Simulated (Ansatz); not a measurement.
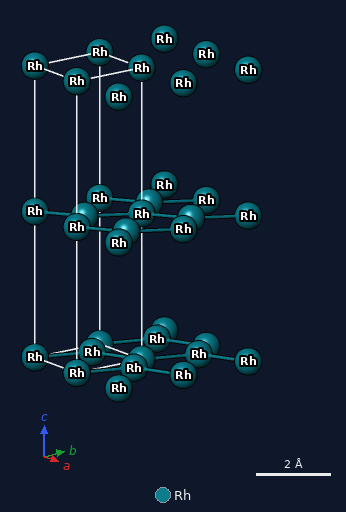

Starting structure of a crystal of Rh (built on the C_186 type) (coarse preliminary run). The picture is a ball-and-stick view of the cell of the calculation, repeated 2 × 2 × 1 with one cell outlined, seen slightly off an axis.

Case: C type (P6_3mc, No. 186).

Computed with DFT PBE, scalar-relativistic, plane waves, PAW (Ansatz 0.2.0).

Input file:
```yaml
crystal:
  lattice:
    - [2.9330569415, 0.0, 0.0]
    - [-1.4665284708, 2.5401018221, 0.0]
    - [0.0, 0.0, 8.0629417913]
  atoms:
    - { symbol: Rh, position: [0.0, 0.0, 0.0] }
    - { symbol: Rh, position: [0.0, 0.0, 0.5] }
    - { symbol: Rh, position: [0.3333333333, 0.6666666667, 0.005] }
    - { symbol: Rh, position: [0.6666666667, 0.3333333333, 0.505] }
basis:
  ecutwfc: 420
kpoints:
  mp_grid: { grid: [6, 6, 2] }
hamiltonian:
  xc: pbe
scf:
  occupations: { method: gaussian, width: 0.1 }
  lower_state_search: "off"
output:
  forces: true
  stress: true
  eigenvalues: true
relax:
  adjacent_minimum: "off"
  f_tol: 0.04
  max_steps: 70
  cell: { stress_tol: 0.4 }
```

Where does the relaxation end?

The largest moves relative to the cell, 0.74 Å, are those of Rh1, Rh2, Rh3 and Rh4. Rh2 goes along +c. The volume changes by +10.1 %, with a = b 2.933 → 3.797 Å (+29.5 %), c 8.063 → 5.297 Å (−34.3 %). Near-neighbour distances that change, for instance: Rh1–Rh4 4.410 → 2.495 Å, Rh1–Rh2 4.031 → 2.649 Å, Rh1–Rh3 1.694 → 2.633 Å. New bonds form: Rh1–Rh2 (4.03 → 2.65 Å), Rh1–Rh4 (4.41 → 2.49 Å), Rh2–Rh3 (4.41 → 2.49 Å). Bond angles that change, for instance: Rh3–Rh1–Rh3 119.9° → 92.3°. The space group stays P6_3mc (No. 186). The energy falls by 64.850 eV per cell of the calculation in 28 accepted moves (35 points after the start). Largest force component: 1.1 eV/Å at the start, 0.0053 eV/Å at the end. Pressure: 457.32 GPa at the start and 0.00 GPa at the end. The line search rejected the trial steps at points 19, 25, 27, 31 of the run. The SCF was repeated 3 times at an unchanged geometry on a basis and grid sized afresh for the cell, which shifted the energy by 0.135 eV per cell of the calculation at most.

Step by step:

```json
{"step": "0", "E − E(0), meV/atom": "0.00", "largest force component, eV/Å": "1.1293", "pressure, GPa": "457.32", "volume, Å³/atom": "15.018", "note": ""}
{"step": "1", "E − E(0), meV/atom": "-5242.26", "largest force component, eV/Å": "0.6535", "pressure, GPa": "300.10", "volume, Å³/atom": "16.516", "note": ""}
{"step": "2", "E − E(0), meV/atom": "-8864.80", "largest force component, eV/Å": "0.3147", "pressure, GPa": "193.34", "volume, Å³/atom": "18.085", "note": ""}
{"step": "3", "E − E(0), meV/atom": "-11261.09", "largest force component, eV/Å": "0.0244", "pressure, GPa": "119.35", "volume, Å³/atom": "19.705", "note": ""}
{"step": "4", "E − E(0), meV/atom": "-12797.53", "largest force component, eV/Å": "0.0197", "pressure, GPa": "68.29", "volume, Å³/atom": "21.026", "note": ""}
{"step": "5", "E − E(0), meV/atom": "-13625.24", "largest force component, eV/Å": "0.0002", "pressure, GPa": "29.28", "volume, Å³/atom": "22.515", "note": ""}
{"step": "6", "E − E(0), meV/atom": "-13933.02", "largest force component, eV/Å": "0.0537", "pressure, GPa": "5.18", "volume, Å³/atom": "22.675", "note": ""}
{"step": "7", "E − E(0), meV/atom": "-14050.12", "largest force component, eV/Å": "0.1399", "pressure, GPa": "-1.99", "volume, Å³/atom": "21.879", "note": ""}
{"step": "8", "E − E(0), meV/atom": "-14190.94", "largest force component, eV/Å": "0.2616", "pressure, GPa": "-4.65", "volume, Å³/atom": "20.787", "note": ""}
{"step": "9", "E − E(0), meV/atom": "-14358.94", "largest force component, eV/Å": "0.3232", "pressure, GPa": "-7.74", "volume, Å³/atom": "19.691", "note": ""}
{"step": "10", "E − E(0), meV/atom": "-14523.12", "largest force component, eV/Å": "0.4062", "pressure, GPa": "-7.94", "volume, Å³/atom": "18.528", "note": ""}
{"step": "11", "E − E(0), meV/atom": "-14696.23", "largest force component, eV/Å": "1.3194", "pressure, GPa": "-6.09", "volume, Å³/atom": "17.305", "note": ""}
{"step": "13", "E − E(0), meV/atom": "-15339.41", "largest force component, eV/Å": "2.6868", "pressure, GPa": "-6.63", "volume, Å³/atom": "15.772", "note": ""}
{"step": "14", "E − E(0), meV/atom": "-15703.53", "largest force component, eV/Å": "1.4507", "pressure, GPa": "-11.90", "volume, Å³/atom": "16.053", "note": ""}
{"step": "15", "E − E(0), meV/atom": "-15911.24", "largest force component, eV/Å": "0.7673", "pressure, GPa": "4.38", "volume, Å³/atom": "15.207", "note": ""}
{"step": "17", "E − E(0), meV/atom": "-16039.55", "largest force component, eV/Å": "0.1192", "pressure, GPa": "1.03", "volume, Å³/atom": "15.797", "note": ""}
{"step": "18", "E − E(0), meV/atom": "-16065.06", "largest force component, eV/Å": "0.0576", "pressure, GPa": "0.67", "volume, Å³/atom": "15.969", "note": ""}
{"step": "19", "E − E(0), meV/atom": "-16064.76", "largest force component, eV/Å": "0.0641", "pressure, GPa": "0.17", "volume, Å³/atom": "16.025", "note": "rejected"}
{"step": "21", "E − E(0), meV/atom": "-16099.09", "largest force component, eV/Å": "0.0070", "pressure, GPa": "3.28", "volume, Å³/atom": "16.012", "note": "same geometry, new basis"}
{"step": "22", "E − E(0), meV/atom": "-16115.16", "largest force component, eV/Å": "0.0002", "pressure, GPa": "3.35", "volume, Å³/atom": "16.078", "note": ""}
{"step": "23", "E − E(0), meV/atom": "-16134.83", "largest force component, eV/Å": "0.0000", "pressure, GPa": "-2.61", "volume, Å³/atom": "16.649", "note": ""}
{"step": "24", "E − E(0), meV/atom": "-16196.71", "largest force component, eV/Å": "0.0080", "pressure, GPa": "1.49", "volume, Å³/atom": "16.294", "note": ""}
{"step": "26", "E − E(0), meV/atom": "-16203.94", "largest force component, eV/Å": "0.0046", "pressure, GPa": "3.22", "volume, Å³/atom": "16.181", "note": ""}
{"step": "27", "E − E(0), meV/atom": "-16192.17", "largest force component, eV/Å": "0.0045", "pressure, GPa": "-6.67", "volume, Å³/atom": "17.060", "note": "rejected"}
{"step": "28", "E − E(0), meV/atom": "-16206.38", "largest force component, eV/Å": "0.0266", "pressure, GPa": "1.37", "volume, Å³/atom": "16.330", "note": ""}
{"step": "30", "E − E(0), meV/atom": "-16208.37", "largest force component, eV/Å": "0.0428", "pressure, GPa": "-1.24", "volume, Å³/atom": "16.591", "note": ""}
{"step": "31", "E − E(0), meV/atom": "-16208.01", "largest force component, eV/Å": "0.1092", "pressure, GPa": "0.14", "volume, Å³/atom": "16.518", "note": "rejected"}
{"step": "32", "E − E(0), meV/atom": "-16208.91", "largest force component, eV/Å": "0.0075", "pressure, GPa": "-0.19", "volume, Å³/atom": "16.513", "note": ""}
{"step": "34", "E − E(0), meV/atom": "-16212.59", "largest force component, eV/Å": "0.0054", "pressure, GPa": "0.00", "volume, Å³/atom": "16.538", "note": ""}
{"step": "35", "E − E(0), meV/atom": "-16212.62", "largest force component, eV/Å": "0.0053", "pressure, GPa": "0.00", "volume, Å³/atom": "16.538", "note": "same geometry, new basis"}
```

Final geometry:

```xyz
4
Lattice="3.7973 0.0000 0.0000 -1.8986 3.2886 0.0000 0.0000 0.0000 5.2974" Properties=species:S:1:pos:R:3 pbc="T T T"
Rh    1.8986    3.2886    0.7425
Rh    1.8986    3.2886    3.3911
Rh    0.0000    2.1924    4.5814
Rh    1.8986    1.0962    1.9327
```

After the run, drawn alike:

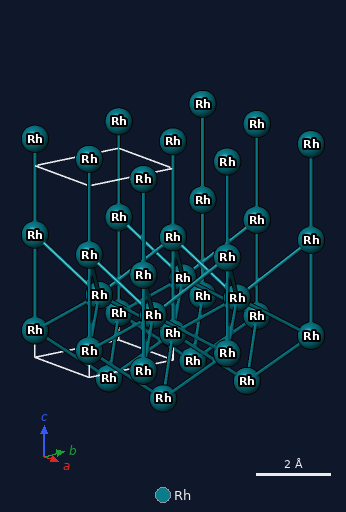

Limits of the set-up: the k-point mesh is coarse for a cell with partly filled bands.
